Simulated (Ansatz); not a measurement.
## Run report: CoO, single-point calculation (part 3 of 3)

CoO (I4/mmm, 2 atoms in the cell); DFT PBE+U+J, spin-orbit coupling, plane waves, PAW, U = 3 eV, J = 0.7 eV on Co atom 1 d (Ansatz 0.2.0); cutoff 420 eV, 9×9×9 k-mesh, Gaussian smearing of 0.05 eV. The structure derives from an entry of the Crystallography Open Database. The run did not end well. It belongs to a series of runs on one base structure; here: random orbitals: harmonics, high filling.

Geometry of the input (Å; fractional positions):
```
-1.5080  1.5080  2.1073
1.5080  -1.5080  2.1073
1.5080  1.5080  -2.1073
Co 0.0000  0.0000  0.0000
O  0.5000  0.5000  0.0000
```

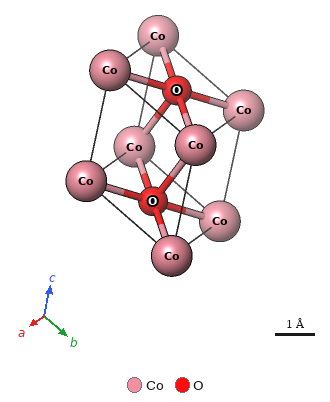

Figure 1. The input geometry (ball-and-stick view of the cell of the calculation, seen slightly off an axis).

## Output, continued
```
SCF iter  55: F=—  HF=-5691.720296 eV  |F-HF|=—  |Δ(HF+E_count)|=   1.05e-2  Δρ=6.90e-3  dr2=1.83e-3  dr2_m=3.37e-3  ethr=1.00e-12  |M|=2.39e0 ∫|m|=2.48e0 μB  |m|>n=0.0e0 m-floor=0.0e0 τ_xc=9.0e-2 mc-row=0.0e0  β_m=0.99  ⟨swp⟩=6.7  Hψ=19469  notcnv=0  defer=474
SCF iter  56: F=—  HF=-5691.741667 eV  |F-HF|=—  |Δ(HF+E_count)|=   2.14e-2  Δρ=7.87e-3  dr2=3.78e-3  dr2_m=3.31e-3  ethr=1.00e-12  |M|=2.49e0 ∫|m|=2.57e0 μB  |m|>n=0.0e0 m-floor=0.0e0 τ_xc=8.6e-2 mc-row=0.0e0  β_m=0.66  ⟨swp⟩=7.5  Hψ=20120  notcnv=0  defer=474
SCF iter  57: F=—  HF=-5691.756113 eV  |F-HF|=—  |Δ(HF+E_count)|=   1.44e-2  Δρ=4.50e-3  dr2=2.22e-3  dr2_m=1.01e-3  ethr=1.00e-12  |M|=2.57e0 ∫|m|=2.64e0 μB  |m|>n=0.0e0 m-floor=0.0e0 τ_xc=8.5e-2 mc-row=0.0e0  β_m=0.97  ⟨swp⟩=7.0  Hψ=20287  notcnv=0  defer=476
SCF iter  58: F=—  HF=-5691.759312 eV  |F-HF|=—  |Δ(HF+E_count)|=   3.20e-3  Δρ=3.23e-3  dr2=1.25e-3  dr2_m=5.57e-4  ethr=1.00e-12  |M|=2.57e0 ∫|m|=2.63e0 μB  |m|>n=0.0e0 m-floor=0.0e0 τ_xc=8.5e-2 mc-row=0.0e0  β_m=0.99  ⟨swp⟩=6.6  Hψ=18265  notcnv=0  defer=476
SCF iter  59: F=—  HF=-5691.764401 eV  |F-HF|=—  |Δ(HF+E_count)|=   5.09e-3  Δρ=3.15e-3  dr2=2.75e-4  dr2_m=4.68e-4  ethr=1.00e-12  |M|=2.61e0 ∫|m|=2.68e0 μB  |m|>n=0.0e0 m-floor=0.0e0 τ_xc=8.6e-2 mc-row=0.0e0  β_m=0.99  ⟨swp⟩=6.3  Hψ=17629  notcnv=0  defer=476
SCF iter  60: F=—  HF=-5691.765081 eV  |F-HF|=—  |Δ(HF+E_count)|=   6.80e-4  Δρ=4.37e-3  dr2=2.70e-4  dr2_m=9.44e-4  ethr=1.00e-12  |M|=2.61e0 ∫|m|=2.68e0 μB  |m|>n=0.0e0 m-floor=0.0e0 τ_xc=8.4e-2 mc-row=0.0e0  β_m=0.35  ⟨swp⟩=6.0  Hψ=16037  notcnv=0  defer=476
SCF iter  61: F=—  HF=-5691.768805 eV  |F-HF|=—  |Δ(HF+E_count)|=   3.72e-3  Δρ=3.34e-3  dr2=4.02e-4  dr2_m=5.31e-4  ethr=1.00e-12  |M|=2.63e0 ∫|m|=2.70e0 μB  |m|>n=0.0e0 m-floor=0.0e0 τ_xc=8.6e-2 mc-row=0.0e0  β_m=1.00  ⟨swp⟩=6.1  Hψ=16580  notcnv=0  defer=476
SCF iter  62: F=—  HF=-5691.772648 eV  |F-HF|=—  |Δ(HF+E_count)|=   3.84e-3  Δρ=6.42e-3  dr2=5.77e-4  dr2_m=1.90e-3  ethr=1.00e-12  |M|=2.64e0 ∫|m|=2.71e0 μB  |m|>n=0.0e0 m-floor=0.0e0 τ_xc=8.7e-2 mc-row=0.0e0  β_m=1.00  ⟨swp⟩=6.2  Hψ=17077  notcnv=0  defer=476  recentre
SCF iter  63: F=—  HF=-5691.772231 eV  |F-HF|=—  |Δ(HF+E_count)|=   4.17e-4  Δρ=3.98e-3  dr2=2.18e-3  dr2_m=4.00e-4  ethr=1.00e-12  |M|=2.62e0 ∫|m|=2.69e0 μB  |m|>n=0.0e0 m-floor=0.0e0 τ_xc=8.6e-2 mc-row=0.0e0  β_m=0.54  ⟨swp⟩=6.7  Hψ=17987  notcnv=0  defer=476
SCF iter  64: F=—  HF=-5691.775204 eV  |F-HF|=—  |Δ(HF+E_count)|=   2.97e-3  Δρ=2.73e-3  dr2=1.39e-4  dr2_m=5.15e-4  ethr=1.00e-12  |M|=2.60e0 ∫|m|=2.68e0 μB  |m|>n=0.0e0 m-floor=0.0e0 τ_xc=8.5e-2 mc-row=0.0e0  β_m=0.50  ⟨swp⟩=6.4  Hψ=17476  notcnv=0  defer=476
SCF iter  65: F=—  HF=-5691.769137 eV  |F-HF|=—  |Δ(HF+E_count)|=   6.07e-3  Δρ=2.39e-3  dr2=1.33e-4  dr2_m=3.91e-4  ethr=1.00e-12  |M|=2.60e0 ∫|m|=2.67e0 μB  |m|>n=0.0e0 m-floor=0.0e0 τ_xc=8.5e-2 mc-row=0.0e0  β_m=0.99  ⟨swp⟩=6.6  Hψ=17687  notcnv=0  defer=476
SCF iter  66: F=—  HF=-5691.780894 eV  |F-HF|=—  |Δ(HF+E_count)|=   1.18e-2  Δρ=3.04e-3  dr2=3.12e-4  dr2_m=6.04e-4  ethr=1.00e-12  |M|=2.61e0 ∫|m|=2.68e0 μB  |m|>n=0.0e0 m-floor=0.0e0 τ_xc=8.6e-2 mc-row=0.0e0  β_m=1.00  ⟨swp⟩=6.6  Hψ=19066  notcnv=0  defer=476
SCF iter  67: F=—  HF=-5691.777127 eV  |F-HF|=—  |Δ(HF+E_count)|=   3.77e-3  Δρ=2.92e-3  dr2=3.11e-4  dr2_m=4.93e-4  ethr=1.00e-12  |M|=2.61e0 ∫|m|=2.69e0 μB  |m|>n=0.0e0 m-floor=0.0e0 τ_xc=8.7e-2 mc-row=0.0e0  β_m=0.54  ⟨swp⟩=5.9  Hψ=16803  notcnv=0  defer=476
SCF iter  68: F=—  HF=-5691.770307 eV  |F-HF|=—  |Δ(HF+E_count)|=   6.82e-3  Δρ=2.20e-3  dr2=1.18e-4  dr2_m=3.32e-4  ethr=1.00e-12  |M|=2.60e0 ∫|m|=2.67e0 μB  |m|>n=0.0e0 m-floor=0.0e0 τ_xc=8.7e-2 mc-row=0.0e0  β_m=1.00  ⟨swp⟩=6.6  Hψ=17965  notcnv=0  defer=476
SCF iter  69: F=—  HF=-5691.766669 eV  |F-HF|=—  |Δ(HF+E_count)|=   3.64e-3  Δρ=2.38e-3  dr2=1.68e-4  dr2_m=3.09e-4  ethr=1.00e-12  |M|=2.61e0 ∫|m|=2.68e0 μB  |m|>n=0.0e0 m-floor=0.0e0 τ_xc=8.6e-2 mc-row=0.0e0  β_m=0.13  ⟨swp⟩=5.8  Hψ=16302  notcnv=0  defer=476
SCF iter  70: F=—  HF=-5691.763864 eV  |F-HF|=—  |Δ(HF+E_count)|=   2.80e-3  Δρ=2.72e-3  dr2=2.06e-4  dr2_m=3.99e-4  ethr=1.00e-12  |M|=2.62e0 ∫|m|=2.69e0 μB  |m|>n=0.0e0 m-floor=0.0e0 τ_xc=8.6e-2 mc-row=0.0e0  β_m=0.68  ⟨swp⟩=6.0  Hψ=16046  notcnv=0  defer=476
SCF iter  71: F=—  HF=-5691.760632 eV  |F-HF|=—  |Δ(HF+E_count)|=   3.23e-3  Δρ=3.17e-3  dr2=3.44e-4  dr2_m=5.22e-4  ethr=1.00e-12  |M|=2.60e0 ∫|m|=2.67e0 μB  |m|>n=0.0e0 m-floor=0.0e0 τ_xc=8.6e-2 mc-row=0.0e0  β_m=0.84  ⟨swp⟩=5.9  Hψ=16258  notcnv=0  defer=476
SCF iter  72: F=—  HF=-5691.759537 eV  |F-HF|=—  |Δ(HF+E_count)|=   1.10e-3  Δρ=3.62e-3  dr2=7.52e-4  dr2_m=6.07e-4  ethr=1.00e-12  |M|=2.60e0 ∫|m|=2.66e0 μB  |m|>n=0.0e0 m-floor=0.0e0 τ_xc=8.7e-2 mc-row=0.0e0  β_m=0.92  ⟨swp⟩=6.5  Hψ=16240  notcnv=0  defer=476
SCF iter  73: F=—  HF=-5691.760132 eV  |F-HF|=—  |Δ(HF+E_count)|=   5.96e-4  Δρ=3.40e-3  dr2=3.87e-4  dr2_m=5.74e-4  ethr=1.00e-12  |M|=2.62e0 ∫|m|=2.68e0 μB  |m|>n=0.0e0 m-floor=0.0e0 τ_xc=8.6e-2 mc-row=0.0e0  β_m=0.96  ⟨swp⟩=6.0  Hψ=15623  notcnv=0  defer=476
SCF iter  74: F=—  HF=-5691.760985 eV  |F-HF|=—  |Δ(HF+E_count)|=   8.53e-4  Δρ=3.31e-3  dr2=4.11e-4  dr2_m=5.49e-4  ethr=1.00e-12  |M|=2.62e0 ∫|m|=2.69e0 μB  |m|>n=0.0e0 m-floor=0.0e0 τ_xc=8.6e-2 mc-row=0.0e0  β_m=0.04  ⟨swp⟩=5.2  Hψ=13718  notcnv=0  defer=476
SCF iter  75: F=—  HF=-5691.761749 eV  |F-HF|=—  |Δ(HF+E_count)|=   7.65e-4  Δρ=2.48e-3  dr2=1.49e-4  dr2_m=2.94e-4  ethr=1.00e-12  |M|=2.62e0 ∫|m|=2.68e0 μB  |m|>n=0.0e0 m-floor=0.0e0 τ_xc=8.5e-2 mc-row=0.0e0  β_m=0.45  ⟨swp⟩=5.9  Hψ=14531  notcnv=0  defer=476
SCF iter  76: F=—  HF=-5691.765072 eV  |F-HF|=—  |Δ(HF+E_count)|=   3.32e-3  Δρ=2.49e-3  dr2=1.46e-4  dr2_m=3.04e-4  ethr=1.00e-12  |M|=2.62e0 ∫|m|=2.69e0 μB  |m|>n=0.0e0 m-floor=0.0e0 τ_xc=8.5e-2 mc-row=0.0e0  β_m=1.00  ⟨swp⟩=5.8  Hψ=15805  notcnv=0  defer=476
SCF iter  77: F=—  HF=-5691.769324 eV  |F-HF|=—  |Δ(HF+E_count)|=   4.25e-3  Δρ=2.44e-3  dr2=2.24e-4  dr2_m=3.21e-4  ethr=1.00e-12  |M|=2.61e0 ∫|m|=2.68e0 μB  |m|>n=0.0e0 m-floor=0.0e0 τ_xc=8.6e-2 mc-row=0.0e0  β_m=1.00  ⟨swp⟩=5.8  Hψ=16241  notcnv=0  defer=476
SCF iter  78: F=—  HF=-5691.773291 eV  |F-HF|=—  |Δ(HF+E_count)|=   3.97e-3  Δρ=2.74e-3  dr2=2.76e-4  dr2_m=4.09e-4  ethr=1.00e-12  |M|=2.61e0 ∫|m|=2.68e0 μB  |m|>n=0.0e0 m-floor=0.0e0 τ_xc=8.6e-2 mc-row=0.0e0  β_m=1.00  ⟨swp⟩=5.8  Hψ=16227  notcnv=0  defer=476
SCF iter  79: F=—  HF=-5691.771835 eV  |F-HF|=—  |Δ(HF+E_count)|=   1.46e-3  Δρ=2.47e-3  dr2=2.25e-4  dr2_m=3.43e-4  ethr=1.00e-12  |M|=2.61e0 ∫|m|=2.68e0 μB  |m|>n=0.0e0 m-floor=0.0e0 τ_xc=8.6e-2 mc-row=0.0e0  ⟨swp⟩=6.4  Hψ=23968  notcnv=0
Mixer restart at iter 79: flushing history
iteration 79: the SCF's residuals had fallen too slowly under its mixing. It goes on by minimising its free energy, and can end on another state than longer mixing would; under `scf.algorithm: density_mixing` no SCF does so, but by `scf.convergence.dm_fallback`
SCF iter  80: F=—  HF=-5692.026946 eV  |F-HF|=—  |Δ(HF+E_count)|=   2.55e-1  Δρ=8.04e-3  dr2=6.15e-3  dr2_m=1.01e-3  ethr=1.00e-12  |M|=2.99e0 ∫|m|=3.00e0 μB  |m|>n=0.0e0 m-floor=0.0e0 τ_xc=1.8e-2 mc-row=0.0e0  ⟨swp⟩=5.1  Hψ=40708  notcnv=0
SCF iter  81: F=—  HF=-5692.026751 eV  |F-HF|=—  |Δ(HF+E_count)|=   1.95e-4  Δρ=2.50e-3  dr2=6.30e-4  dr2_m=1.62e-4  ethr=1.00e-12  |M|=2.99e0 ∫|m|=3.00e0 μB  |m|>n=0.0e0 m-floor=0.0e0 τ_xc=1.9e-2 mc-row=0.0e0  ⟨swp⟩=4.7  Hψ=28338  notcnv=0
SCF iter  82: F=—  HF=-5692.028263 eV  |F-HF|=—  |Δ(HF+E_count)|=   1.51e-3  Δρ=5.77e-4  dr2=3.01e-5  dr2_m=1.20e-5  ethr=1.00e-12  |M|=2.98e0 ∫|m|=2.99e0 μB  |m|>n=0.0e0 m-floor=0.0e0 τ_xc=2.2e-2 mc-row=0.0e0  ⟨swp⟩=4.2  Hψ=26696  notcnv=0
SCF iter  83: F=—  HF=-5692.028326 eV  |F-HF|=—  |Δ(HF+E_count)|=   6.35e-5  Δρ=7.91e-5  dr2=5.26e-7  dr2_m=6.42e-8  ethr=1.00e-12  |M|=2.98e0 ∫|m|=2.99e0 μB  |m|>n=0.0e0 m-floor=0.0e0 τ_xc=2.3e-2 mc-row=0.0e0  ⟨swp⟩=3.1  Hψ=22133  notcnv=0
Error: SIGTERM received: cancelled by the caller after 83 completed SCF iterations
```
